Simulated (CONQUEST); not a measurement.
**MgI2: 7 runs along one coordinate**

System: MgI2 (P-3m1, 6 atoms in the cell).
Method: Kohn-Sham DFT of a periodic cell, PBE, PseudoDojo NC PBE, no spin polarisation (CONQUEST 1.3).

The 7 runs differ only in the geometry, by an even scaling of the cell at fixed fractional positions. The structure derives from an entry of the Crystallography Open Database.

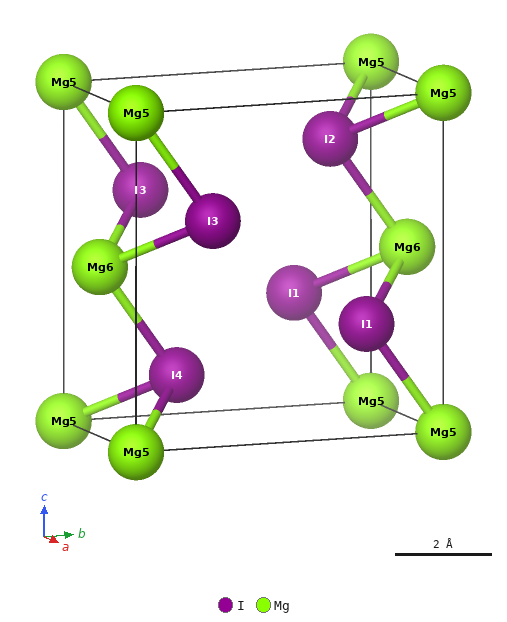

Figure 1. The structure of run 4 (ball-and-stick view of the cell of the calculation, seen slightly off an axis; atoms are numbered from 1 in the order of the input).

## Input of run 4
```
IO.Title MgI2
IO.Coordinates coords.dat
IO.FractionalAtomicCoords T
IO.Iprint 2
IO.Iprint_init 1
General.NumberOfSpecies 2
General.PseudopotentialType hamann
AtomMove.TypeOfRun static
AtomMove.FullStress T
Grid.PointsAlongX 40
Grid.PointsAlongY 72
Grid.PointsAlongZ 72
DM.SolutionMethod diagon
Diag.MPMesh T
Diag.GammaCentred T
Diag.MPMeshX 7
Diag.MPMeshY 4
Diag.MPMeshZ 4
Diag.kT 0.00183747
minE.SCTolerance 1e-6
SC.MaxIters 100
IO.AtomChargeOutput T
%block ChemicalSpeciesLabel
1 126.900 I
2 24.310 Mg
%endblock
```

Command:
```bash
Conquest
```

Lattice vectors (Å) and fractional positions of run 4:
```
   4.140000    0.000000    0.000000
   0.000000    6.880000    0.000000
   0.000000    0.000000    7.170690
I   0.000000  0.750000  0.333333
I   0.500000  0.750000  0.833333
I   0.000000  0.250000  0.666667
I   0.500000  0.250000  0.166667
Mg  0.000000  0.000000  0.000000
Mg  0.500000  0.000000  0.500000
```

Run 2 has the same physical settings and fractional positions; its lattice vectors (Å) are:
```
   4.084047    0.000000    0.000000
   0.000000    6.787016    0.000000
   0.000000    0.000000    7.073777
```

## Results, with one run withheld

| run | volume per atom (Å³) | free energy per atom, from the lowest run given (meV) | pressure (GPa) | gap on the mesh (eV) |
| --- | --- | --- | --- | --- |
| 1 | 31.998 | 39.44 | 3.87 | 3.62 |
| 2 | 32.679 | ? | ? | ? |
| 3 | 33.360 | 13.77 | 2.19 | 3.57 |
| 4 | 34.041 | 6.18 | 1.42 | 3.55 |
| 5 | 34.722 | 1.67 | 0.72 | 3.52 |
| 6 | 35.402 | 0.00 | 0.11 | 3.49 |
| 7 | 36.083 | 0.75 | −0.45 | 3.46 |

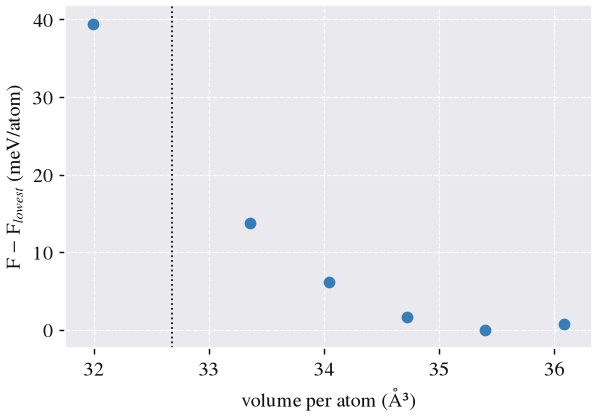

Figure 2. Free energy per atom of the runs given; the dotted line marks run 2.

What should run 2 give?

A cubic polynomial in V^(−2/3) (the Birch–Murnaghan form), fitted to the 6 runs given, misses them by at most 0.03 meV per atom. With x = V^(−2/3) − 0.09487 Å⁻², it reads F = 4.7059 + 4113.4 x + 8.8847e+05 x² + 8.518e+05 x³ (meV per atom). At run 2 it gives 24.72 meV per atom, and the run itself gives 24.83. The slope of the fit gives a pressure −dF/dV of 3.01 GPa there, and the run prints 3.01 GPa. The fit has its minimum at 35.518 Å³ per atom, where V d²F/dV² gives 30.3 GPa. Cell shape and fractional positions are held, so this is the stiffness under even scaling; the relaxed bulk modulus wasn't computed and can be far lower in a crystal of layers, chains or molecules like this one. The gap on the mesh goes, without turning, from 3.62 eV in run 1 to 3.46 eV in run 7; run 2 has 3.60 eV. These are gaps of this functional on this mesh, which can miss the band edges; they aren't the measured gap.

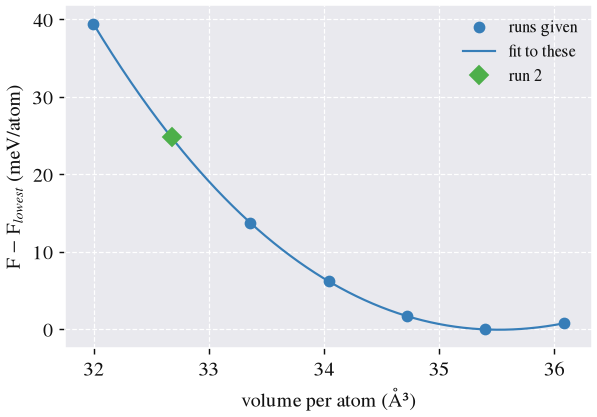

Figure 3. The fit and the withheld run.

## Some lines of the output (run 2)
```
[...]
      Using Fermi-Dirac smearing
          DFT Total Energy                 :      -170.694779651793340 Ha
          DFT Total Energy                 :      -170.703824085224767 Ha
          DFT Total Energy                 :      -170.704561450432607 Ha
          DFT Total Energy                 :      -170.706535710208527 Ha
          DFT Total Energy                 :      -170.706609878643860 Ha
          DFT Total Energy                 :      -170.706610482772930 Ha
      |* DFT total energy        =      -170.706610482772930 Ha
    force: Average pressure:      3.01049371 GPa
```

Notes: With a small basis of atomic orbitals these values can differ much from converged plane-wave results.
